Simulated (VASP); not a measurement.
**Run report: HfO$_{2}$, geometry relaxation (part 2 of 2)**

HfO$_{2}$ (6 atoms in the cell); Kohn-Sham DFT of a periodic cell, LDA, VASP PAW LDA potentials, recommended, no spin polarisation (VASP 6.6.1); cutoff 600 eV, 6×6×4 k-mesh, fermi-dirac of 0.05 eV. 

Geometry of the input (Å; fractional positions):
```
3.5355  0.0000  -0.0000
0.0000  3.5355  0.0000
0.0000  0.0000  5.0868
Hf 0.5000  0.5000  0.5000
Hf 0.0000  0.0000  0.0000
O  0.0000  0.5000  0.7061
O  0.5000  0.0000  0.7939
O  0.5000  0.0000  0.2939
O  0.0000  0.5000  0.2061
```

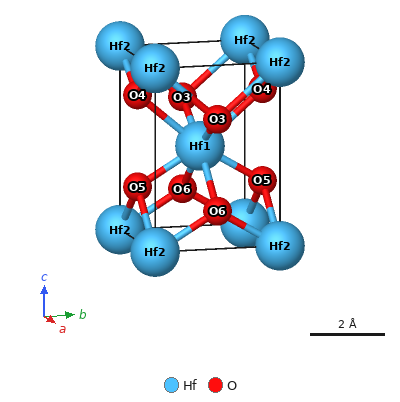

The geometry at step 1 of the log (ball-and-stick view of the cell of the calculation, seen slightly off an axis; atoms are numbered from 1 in the order of the input).

## Parts of OUTCAR, continued
```
  FORCE on cell =-STRESS in cart. coord.  units (eV):
  Direction    XX          YY          ZZ          XY          YZ          ZX
  --------------------------------------------------------------------------------------
  -------------------------------------------------------------------------------------
  Total       -1.1163939     -1.1163939     -0.9971240      0.0000000      0.0000000      0.0000000
  in kB      -28.1302638    -28.1302638    -25.1249693      0.0000000      0.0000000      0.0000000
  external PRESSURE =     -27.1284990 kB  Pullay stress =       0.0000000 kB

 VOLUME and BASIS-vectors are now :
 -----------------------------------------------------------------------------
  energy-cutoff  :      600.00
  volume of cell :       63.58
      direct lattice vectors                 reciprocal lattice vectors
     3.535543003  0.000000000  0.000000000     0.282841985  0.000000000  0.000000000
     0.000000000  3.535543003  0.000000000     0.000000000  0.282841985  0.000000000
     0.000000000  0.000000000  5.086768632     0.000000000  0.000000000  0.196588458

 POSITION                                       TOTAL-FORCE (eV/Angst)
 -----------------------------------------------------------------------------------
      1.76777      1.76777      2.54338         0.000000      0.000000      0.000000
      0.00000      0.00000      0.00000         0.000000      0.000000      0.000000
      0.00000      1.76777      3.59200        -0.000000      0.000000     -0.047158
      1.76777      0.00000      4.03816         0.000000      0.000000      0.047158
      1.76777      0.00000      1.49477        -0.000000      0.000000      0.047158
      0.00000      1.76777      1.04861         0.000000      0.000000     -0.047158
 -----------------------------------------------------------------------------------
    total drift:                                0.000000      0.000000      0.000000

  FREE ENERGIE OF THE ION-ELECTRON SYSTEM (eV)
  ---------------------------------------------------
  free  energy   TOTEN  =       -66.2637694092 eV

  energy  without entropy=      -66.2637694092  energy(sigma->0) =      -66.26376941

--------------------------------------- Ionic step        2  -------------------------------------------

 number of electron      44.0000013 magnetization

------------------------ aborting loop because EDIFF is reached ----------------------------------------

  FORCE on cell =-STRESS in cart. coord.  units (eV):
  Direction    XX          YY          ZZ          XY          YZ          ZX
  --------------------------------------------------------------------------------------
  -------------------------------------------------------------------------------------
  Total       -1.0859259     -1.0859259     -0.9221761      0.0000000      0.0000000     -0.0000000
  in kB      -27.3625482    -27.3625482    -23.2364727      0.0000000      0.0000000     -0.0000000
  external PRESSURE =     -25.9871897 kB  Pullay stress =       0.0000000 kB

 VOLUME and BASIS-vectors are now :
 -----------------------------------------------------------------------------
  energy-cutoff  :      600.00
  volume of cell :       63.58
      direct lattice vectors                 reciprocal lattice vectors
     3.535543003  0.000000000  0.000000000     0.282841985  0.000000000  0.000000000
     0.000000000  3.535543003  0.000000000     0.000000000  0.282841985  0.000000000
     0.000000000  0.000000000  5.086768632     0.000000000  0.000000000  0.196588458

 POSITION                                       TOTAL-FORCE (eV/Angst)
 -----------------------------------------------------------------------------------
      1.76777      1.76777      2.54338        -0.000000      0.000000      0.000000
      0.00000      0.00000      0.00000         0.000000      0.000000      0.000000
      3.53554      1.76777      3.58972         0.000000      0.000000     -0.036480
      1.76777      0.00000      4.04043         0.000000     -0.000000      0.036480
      1.76777      0.00000      1.49705        -0.000000      0.000000      0.036480
      0.00000      1.76777      1.04634        -0.000000      0.000000     -0.036480
 -----------------------------------------------------------------------------------
    total drift:                                0.000000      0.000000      0.000000

  FREE ENERGIE OF THE ION-ELECTRON SYSTEM (eV)
  ---------------------------------------------------
  free  energy   TOTEN  =       -66.2641510831 eV

  energy  without entropy=      -66.2641510830  energy(sigma->0) =      -66.26415108

--------------------------------------- Ionic step        3  -------------------------------------------

 number of electron      44.0000010 magnetization

 Free energy of the ion-electron system (eV)
  ---------------------------------------------------
  ext. energy  EPLUGINS =         0.00000000
  ---------------------------------------------------
  free energy    TOTEN  =       -66.26470509 eV

  energy without entropy =      -66.26470509  energy(sigma->0) =      -66.26470509

 E-fermi :   4.7733     XC(G=0): -12.4331     alpha+bet :-13.0423

 val. band max:        3.5888288610   @ k =   0.5000   0.5000   0.5000
 cond. band min:       8.1141704233   @ k =   0.0000   0.0000   0.0000
 fundamental gap:      4.5253415623
 Fermi energy:         4.7733146250

 k-point     1 :       0.0000    0.0000    0.0000
  band No.  band energies     occupation
      1     -25.5656      2.00000
      2     -25.1508      2.00000
      3     -25.1508      2.00000
      4     -25.0473      2.00000
      5     -25.0135      2.00000
      6     -25.0135      2.00000
      7     -14.4306      2.00000
      8     -12.6547      2.00000
      9     -12.1330      2.00000
     10     -11.4868      2.00000
     11      -2.1589      2.00000
     12      -1.4299      2.00000
     13      -1.2685      2.00000
     14      -1.2685      2.00000
     15       0.7986      2.00000
     16       0.7986      2.00000
     17       2.2999      2.00000
     18       2.2999      2.00000
     19       3.0943      2.00000
     20       3.4698      2.00000
     21       3.4698      2.00000
     22       3.4965      2.00000
     23       8.1142      0.00000
     24       8.1285      0.00000
     25       9.2643      0.00000
     26       9.7419      0.00000

 k-point     2 :       0.1667    0.0000    0.0000
  band No.  band energies     occupation
      1     -25.5189      2.00000
      2     -25.2301      2.00000
      3     -25.1378      2.00000
      4     -25.1117      2.00000
      5     -25.0644      2.00000
      6     -25.0188      2.00000
      7     -14.1512      2.00000
      8     -12.5790      2.00000
      9     -12.1709      2.00000
     10     -11.6298      2.00000
     11      -2.1067      2.00000
     12      -1.3032      2.00000
     13      -1.0704      2.00000
     14      -0.5338      2.00000
     15       0.4140      2.00000
     16       0.8078      2.00000
     17       2.0130      2.00000
     18       2.1276      2.00000
     19       2.9123      2.00000
     20       2.9277      2.00000
     21       3.3991      2.00000
     22       3.5446      2.00000
     23       8.4438      0.00000
     24       8.6199      0.00000
     25       9.1703      0.00000
     26       9.7289      0.00000

 k-point     3 :       0.3333    0.0000    0.0000
  band No.  band energies     occupation
      1     -25.4049      2.00000
      2     -25.3735      2.00000
      3     -25.2992      2.00000
      4     -25.1298      2.00000
      5     -25.1049      2.00000
      6     -25.0361      2.00000
      7     -13.5004      2.00000
      8     -12.5647      2.00000
      9     -12.2151      2.00000
     10     -11.9083      2.00000
     11      -1.5125      2.00000
     12      -1.0943      2.00000
     13      -0.5037      2.00000
     14      -0.1443      2.00000
     15       0.8613      2.00000
     16       0.9098      2.00000
     17       1.2742      2.00000
     18       1.3465      2.00000
     19       1.9719      2.00000
     20       2.7410      2.00000
     21       3.3403      2.00000
     22       3.5699      2.00000
     23       8.6504      0.00000
     24       8.8370      0.00000
     25       9.3430      0.00000
     26       9.7198      0.00000

 k-point     4 :       0.5000    0.0000    0.0000
  band No.  band energies     occupation
      1     -25.4256      2.00000
      2     -25.4256      2.00000
      3     -25.2455      2.00000
      4     -25.2455      2.00000
      5     -25.0666      2.00000
      6     -25.0666      2.00000
      7     -12.8799      2.00000
      8     -12.8799      2.00000
      9     -12.1305      2.00000
     10     -12.1305      2.00000
     11      -1.0707      2.00000
     12      -1.0707      2.00000
     13       0.3200      2.00000
     14       0.3200      2.00000
     15       0.3406      2.00000
     16       0.3406      2.00000
     17       1.2616      2.00000
     18       1.2616      2.00000
     19       2.0740      2.00000
     20       2.0740      2.00000
     21       3.4612      2.00000
     22       3.4612      2.00000
     23       8.5692      0.00000
     24       8.5692      0.00000
     25       9.6689      0.00000
     26       9.6689      0.00000

 k-point     5 :       0.1667    0.1667    0.0000
  band No.  band energies     occupation
      1     -25.4760      2.00000
      2     -25.2665      2.00000
      3     -25.1694      2.00000
      4     -25.1690      2.00000
      5     -25.0767      2.00000
      6     -25.0599      2.00000
      7     -13.8771      2.00000
      8     -12.4779      2.00000
      9     -12.2167      2.00000
     10     -11.7666      2.00000
     11      -1.9339      2.00000
     12      -1.1386      2.00000
     13      -0.9382      2.00000
     14      -0.2392      2.00000
     15       0.1449      2.00000
     16       1.0976      2.00000
     17       1.1823      2.00000
     18       1.9227      2.00000
     19       2.6223      2.00000
     20       3.3186      2.00000
     21       3.4553      2.00000
     22       3.5805      2.00000
     23       8.7708      0.00000
     24       8.7944      0.00000
     25       9.1961      0.00000
     26       9.6209      0.00000

 [... the levels of 18 k-points are left out ...]

 k-point    24 :       0.5000    0.0000    0.5000
  band No.  band energies     occupation
      1     -25.5522      2.00000
      2     -25.5522      2.00000
      3     -25.1092      2.00000
      4     -25.1092      2.00000
      5     -25.0663      2.00000
      6     -25.0663      2.00000
      7     -13.1285      2.00000
      8     -13.1285      2.00000
      9     -11.8922      2.00000
     10     -11.8922      2.00000
     11      -0.5445      2.00000
     12      -0.5445      2.00000
     13      -0.2566      2.00000
     14      -0.2566      2.00000
     15       0.7938      2.00000
     16       0.7938      2.00000
     17       1.5326      2.00000
     18       1.5326      2.00000
     19       2.1744      2.00000
     20       2.1744      2.00000
     21       2.5279      2.00000
     22       2.5279      2.00000
     23       8.7539      0.00000
     24       8.7539      0.00000
     25       9.0595      0.00000
     26       9.0595      0.00000

 [... further k-points ...]

------------------------ aborting loop because EDIFF is reached ----------------------------------------

  FORCE on cell =-STRESS in cart. coord.  units (eV):
  Direction    XX          YY          ZZ          XY          YZ          ZX
  --------------------------------------------------------------------------------------
  -------------------------------------------------------------------------------------
  Total       -0.9941613     -0.9941613     -0.6975094      0.0000000      0.0000000      0.0000000
  in kB      -25.0503153    -25.0503153    -17.5754487      0.0000000      0.0000000      0.0000000
  external PRESSURE =     -22.5586931 kB  Pullay stress =       0.0000000 kB

 VOLUME and BASIS-vectors are now :
 -----------------------------------------------------------------------------
  energy-cutoff  :      600.00
  volume of cell :       63.58
      direct lattice vectors                 reciprocal lattice vectors
     3.535543003  0.000000000  0.000000000     0.282841985  0.000000000  0.000000000
     0.000000000  3.535543003  0.000000000     0.000000000  0.282841985  0.000000000
     0.000000000  0.000000000  5.086768632     0.000000000  0.000000000  0.196588458

 POSITION                                       TOTAL-FORCE (eV/Angst)
 -----------------------------------------------------------------------------------
      1.76777      1.76777      2.54338        -0.000000     -0.000000     -0.000000
      0.00000      0.00000      0.00000         0.000000     -0.000000     -0.000000
      0.00000      1.76777      3.58290         0.000000     -0.000000     -0.004005
      1.76777      0.00000      4.04726        -0.000000     -0.000000      0.004005
      1.76777      0.00000      1.50387         0.000000      0.000000      0.004005
      0.00000      1.76777      1.03951         0.000000     -0.000000     -0.004005
 -----------------------------------------------------------------------------------
    total drift:                                0.000000      0.000000      0.000000

  FREE ENERGIE OF THE ION-ELECTRON SYSTEM (eV)
  ---------------------------------------------------
  free  energy   TOTEN  =       -66.2647050879 eV

  energy  without entropy=      -66.2647050879  energy(sigma->0) =      -66.26470509

 reached required accuracy - stopping structural energy minimisation
```

## CONTCAR
```
HfO2
   1.00000000000000
     3.5355430029999999    0.0000000000000000    0.0000000000000000
     0.0000000000000000    3.5355430029999999    0.0000000000000000
     0.0000000000000000    0.0000000000000000    5.0867686322000001
  Hf              O
     2     4
Direct
     0.5000000000000000    0.5000000000000000    0.5000000000000000
     0.0000000000000000    0.0000000000000000    0.0000000000000000
     0.0000000000000000    0.5000000000000000    0.7043560231750651
     0.5000000000000000    0.0000000000000000    0.7956439768249349
     0.5000000000000000    0.0000000000000000    0.2956439768249349
     0.0000000000000000    0.5000000000000000    0.2043560231750651

  0.00000000E+00  0.00000000E+00  0.00000000E+00
  0.00000000E+00  0.00000000E+00  0.00000000E+00
  0.00000000E+00  0.00000000E+00  0.00000000E+00
  0.00000000E+00  0.00000000E+00  0.00000000E+00
  0.00000000E+00  0.00000000E+00  0.00000000E+00
  0.00000000E+00  0.00000000E+00  0.00000000E+00
```

## Trajectory as extended XYZ (Å, eV, eV/Å), 3 frames, from step=0 to step=2
```
6
Lattice="3.5355 0.0000 0.0000 0.0000 3.5355 0.0000 0.0000 0.0000 5.0868" Properties=species:S:1:pos:R:3:forces:R:3 step=0 energy=-66.26377
Hf    1.7678    1.7678    2.5434    0.0000   0.0000   0.0000
Hf    0.0000    0.0000    0.0000    0.0000   0.0000   0.0000
O     0.0000    1.7678    3.5920    0.0000   0.0000  -0.0472
O     1.7678    0.0000    4.0382    0.0000   0.0000   0.0472
O     1.7678    0.0000    1.4948    0.0000   0.0000   0.0472
O     0.0000    1.7678    1.0486    0.0000   0.0000  -0.0472
6
Lattice="3.5355 0.0000 0.0000 0.0000 3.5355 0.0000 0.0000 0.0000 5.0868" Properties=species:S:1:pos:R:3:forces:R:3 step=1 energy=-66.26415
Hf    1.7678    1.7678    2.5434    0.0000   0.0000   0.0000
Hf    0.0000    0.0000    0.0000    0.0000   0.0000   0.0000
O     3.5355    1.7678    3.5897    0.0000   0.0000  -0.0365
O     1.7678    0.0000    4.0404    0.0000   0.0000   0.0365
O     1.7678    0.0000    1.4970    0.0000   0.0000   0.0365
O     0.0000    1.7678    1.0463    0.0000   0.0000  -0.0365
6
Lattice="3.5355 0.0000 0.0000 0.0000 3.5355 0.0000 0.0000 0.0000 5.0868" Properties=species:S:1:pos:R:3:forces:R:3 step=2 energy=-66.26471
Hf    1.7678    1.7678    2.5434    0.0000   0.0000   0.0000
Hf    0.0000    0.0000    0.0000    0.0000   0.0000   0.0000
O     0.0000    1.7678    3.5829    0.0000   0.0000  -0.0040
O     1.7678    0.0000    4.0473    0.0000   0.0000   0.0040
O     1.7678    0.0000    1.5039    0.0000   0.0000   0.0040
O     0.0000    1.7678    1.0395    0.0000   0.0000  -0.0040
```
